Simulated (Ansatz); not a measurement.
## What a change does: single-point calculation on HgTe

System: HgTe (F-43m, 2 atoms in the cell).
Method of run 1: Kohn-Sham DFT of a periodic cell, LDA, Ansatz PAW, no spin polarisation (Ansatz 0.2.0).

The structure derives from an entry of the Crystallography Open Database. Text and figures count atoms from 1; the logs count them from 0 in places.

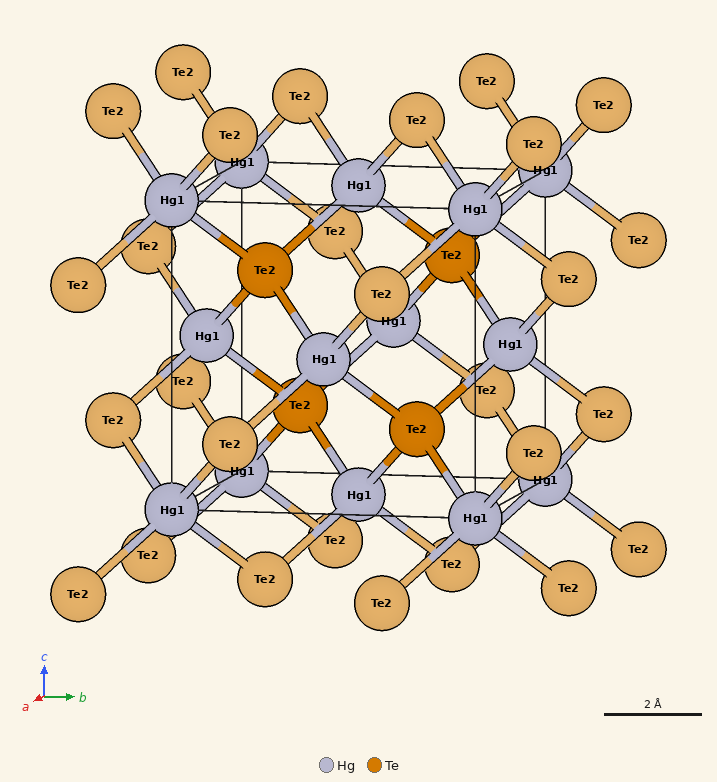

Fig. 1: The input geometry (ball-and-stick view of the cell 4 times as large as that of the calculation, set on its symmetry axes, seen slightly off an axis; neighbours outside the cell are drawn fainter; atoms are numbered from 1 in the order of the input).

**The input, run 1**
```yaml
crystal:
  lattice:
    - [0.0, 3.2145, 3.2145]
    - [3.2145, 0.0, 3.2145]
    - [3.2145, 3.2145, 0.0]
  atoms:
    - { symbol: Hg, position: [0.0, 0.0, 0.0] }
    - { symbol: Te, position: [0.75, 0.75, 0.75] }
hamiltonian:
  xc: lda
  pseudopotentials: { kind: paw }
kpoints:
  mp_grid: { grid: [7, 7, 7] }
scf:
  occupations: { method: fermi_dirac, width: 0.05 }
output:
  forces: true
  stress: true
  eigenvalues: true
```

Launched with:
```bash
ansatz run input.yaml --threads 2 --pin off --max-ram 5120MiB --backend cpu --events-out ev --progress --plain --runs-dir out
```

Hardware: 2 threads of Intel Xeon @ 2.50GHz (Skylake/Cascade Lake), 189 GiB of memory available, shared host.

**Output, shortened to warnings, some set-up lines, iterations and results (run 1)**
```
Basis set: ecut = 420 eV, 1291 PW (Γ)
Symmetry: 24 space group operations
k-points: 20 of 343 (time reversal used)
Initial density: superposition of atomic densities (neutral atoms: chi_scale 0, normalization atom), corrected by the library's trained network
[...]
SCF iter   1: F=—  HF=-20349.885698 eV  |F-HF|=—  |Δ(HF+E_count)|=         —  Δρ=4.45e-3  dr2=8.61e-3  ethr=1.77e-3  ⟨swp⟩=6.0  Hψ=2075  notcnv=0
SCF iter   2: F=—  HF=-20349.882791 eV  |F-HF|=—  |Δ(HF+E_count)|=   2.91e-3  Δρ=1.87e-3  dr2=8.04e-4  ethr=2.39e-5  ⟨swp⟩=2.0  Hψ=955  notcnv=0
SCF iter   3: F=—  HF=-20349.882819 eV  |F-HF|=—  |Δ(HF+E_count)|=   2.75e-5  Δρ=6.66e-4  dr2=1.11e-4  ethr=2.23e-6  ⟨swp⟩=1.0  Hψ=440  notcnv=0
SCF iter   4: F=—  HF=-20349.882822 eV  |F-HF|=—  |Δ(HF+E_count)|=   3.31e-6  Δρ=4.57e-5  dr2=1.68e-6  ethr=3.10e-7  ⟨swp⟩=1.1  Hψ=442  notcnv=0
SCF iter   5: F=—  HF=-20349.882814 eV  |F-HF|=—  |Δ(HF+E_count)|=   8.03e-6  Δρ=1.58e-5  dr2=1.72e-7  ethr=4.68e-9  ⟨swp⟩=2.4  Hψ=732  notcnv=0
SCF iter   6: F=-20349.882814 eV  HF=-20349.882814 eV  |F-HF|=3.35e-10  |Δ(HF+E_count)|=   3.70e-8  Δρ=3.72e-6  dr2=4.40e-9  ethr=2.78e-10  ⟨swp⟩=5.7  Hψ=1759  notcnv=0
SCF 1 converged in 6 iterations: F = -20349.882814 eV  dr2 = 4.40e-9
SCF converged after 6 iterations
Free energy (F): -20349.882814 eV
Harris-Foulkes:  -20349.882814 eV  (|F-HF|=3.35e-10)
Internal energy: -20349.882129 eV  (E = F + TS)
E sigma→0 (E₀):  -20349.882471 eV
Entropy (-TS):   -0.000685 eV (-0.342 meV/atom)
Fermi energy:    8.708891 eV
--- Per-component energies (eV) ---
  E_band       = -776.245291
  E_kinetic    = 786.187062
  E_local      = -4782.298470  (includes V_loc(G=0)·N_el)
  E_nonlocal   = -224.499900
  E_hartree    = 2320.456765
  E_xc         = -342.821637
  E_vxc        = -366.916544  (∫ρ·V_xc dr)
  E_paw        = -14165.103750  (= ΣΔE_a)
  E_vpaw       = -829.633010  (= ΣTr[D̂ρ^β])
  E_aug_tail   = 0.000658  (compensation charges beyond the density's cutoff)
  E_ewald      = -3943.057611
  E_core_change = 1.254754  (= ΣΔE_core)
  E_smearing   = -0.000685  (= −TS)
  E_closure    = 0.000000  (closes the sum)
  Σ components = -20349.882814   (vs F -20349.882814, Δ=0.00e0)
--- Forces (eV/Å), atoms counted from 1 ---
  atom   1  Hg    -0.00000000     0.00000000    -0.00000000
  atom   2  Te     0.00000000    -0.00000000     0.00000000
  max |Σ_I F_I| component: 9.02e-17 eV/Å
--- Stress (GPa, compression-positive) ---
        0.159424      -0.000000      -0.000000
       -0.000000       0.159424       0.000000
       -0.000000       0.000000       0.159424
  P = ⅓ Tr σ = 0.1594 GPa (1.594 kbar)
```

The input of run 2 differs as follows (lines with − go, lines with + come):
```diff
-  xc: lda
+  xc: { exchange: pbe, correlation: none }
+  write_density: true
+  write_potential: true
+  elf: true
+  volumetric_format: npy
```

Predict how the results change.

The total energies belong to different methods, so their difference says nothing on which is more stable or more accurate. The pressure goes from 0.16 to 12.59 GPa. The functional changes from LDA to one typed by its parts (see the changed lines). The number of SCF iterations is the same.

**Output, shortened to warnings, some set-up lines, iterations and results (run 2)**
```
Basis set: ecut = 420 eV, 1291 PW (Γ), exchange–correlation on 64×64×64 points (8 copies of the dense FFT grid, shifted against one another)
Symmetry: 24 space group operations
k-points: 20 of 343 (time reversal used)
Initial density: superposition of atomic densities (neutral atoms: chi_scale 0, normalization atom), corrected by the library's trained network
[...]
SCF iter   1: F=—  HF=-20583.167845 eV  |F-HF|=—  |Δ(HF+E_count)|=         —  Δρ=6.91e-3  dr2=2.80e-2  ethr=1.77e-3  ⟨swp⟩=6.0  Hψ=2086  notcnv=0
SCF iter   2: F=—  HF=-20583.157206 eV  |F-HF|=—  |Δ(HF+E_count)|=   1.06e-2  Δρ=1.77e-3  dr2=2.33e-3  ethr=7.77e-5  ⟨swp⟩=2.0  Hψ=1020  notcnv=0
SCF iter   3: F=—  HF=-20583.156626 eV  |F-HF|=—  |Δ(HF+E_count)|=   5.80e-4  Δρ=7.20e-4  dr2=1.64e-4  ethr=6.48e-6  ⟨swp⟩=2.0  Hψ=601  notcnv=0
SCF iter   4: F=—  HF=-20583.156658 eV  |F-HF|=—  |Δ(HF+E_count)|=   3.21e-5  Δρ=2.91e-4  dr2=2.36e-5  ethr=4.55e-7  ⟨swp⟩=2.0  Hψ=570  notcnv=0
SCF iter   5: F=—  HF=-20583.156674 eV  |F-HF|=—  |Δ(HF+E_count)|=   1.63e-5  Δρ=3.23e-5  dr2=2.99e-7  ethr=6.55e-8  ⟨swp⟩=2.0  Hψ=621  notcnv=0
SCF iter   6: F=-20583.156675 eV  HF=-20583.156675 eV  |F-HF|=4.02e-9  |Δ(HF+E_count)|=   4.08e-7  Δρ=3.37e-6  dr2=3.16e-9  ethr=2.78e-10  ⟨swp⟩=10.3  Hψ=3240  notcnv=0
SCF 1 converged in 6 iterations: F = -20583.156675 eV  dr2 = 3.16e-9
SCF converged after 6 iterations
Free energy (F): -20583.156675 eV
Harris-Foulkes:  -20583.156675 eV  (|F-HF|=4.02e-9)
Internal energy: -20583.155985 eV  (E = F + TS)
E sigma→0 (E₀):  -20583.156330 eV
Entropy (-TS):   -0.000690 eV (-0.345 meV/atom)
Fermi energy:    10.519632 eV
--- Per-component energies (eV) ---
  E_band       = -706.994230
  E_kinetic    = 785.738853
  E_local      = -4752.966908  (includes V_loc(G=0)·N_el)
  E_nonlocal   = -250.243031
  E_hartree    = 2317.375773
  E_xc         = -316.108647
  E_vxc        = -335.668253  (∫ρ·V_xc dr)
  E_paw        = -14424.316430  (= ΣΔE_a)
  E_vpaw       = -788.605796  (= ΣTr[D̂ρ^β])
  E_aug_tail   = 0.000729  (compensation charges beyond the density's cutoff)
  E_ewald      = -3943.057611
  E_core_change = 0.421286  (= ΣΔE_core)
  E_smearing   = -0.000690  (= −TS)
  E_closure    = 0.000000  (closes the sum)
  Σ components = -20583.156675   (vs F -20583.156675, Δ=0.00e0)
--- Forces (eV/Å), atoms counted from 1 ---
  atom   1  Hg    -0.00000000     0.00000000     0.00000000
  atom   2  Te     0.00000000    -0.00000000     0.00000000
  max |Σ_I F_I| component: 9.48e-17 eV/Å
--- Stress (GPa, compression-positive) ---
       12.587063       0.000000      -0.000000
        0.000000      12.587063       0.000000
        0.000000       0.000000      12.587063
  P = ⅓ Tr σ = 12.5871 GPa (125.871 kbar)
```

**The two runs side by side**

```tsv
quantity	run 1	run 2
outcome	converged	converged
free energy per atom (eV)	−10174.9414	−10291.5783
gap on the mesh (eV)	0.00	0.00
pressure (GPa)	0.16	12.59
largest force (eV/Å)	0.000	0.000
SCF iterations	6	6
irreducible k-points	20	20
plane waves at Γ	1291	1291
wall time (shared host)	3.2 s	4.1 s
```

For both runs: Spin–orbit coupling is left out, which matters for Hg. For run 2: Points of doubt noted for this run: forces on files of another functional. The cell is under a pressure of 12.6 GPa at this level, so it is not at its equilibrium volume.
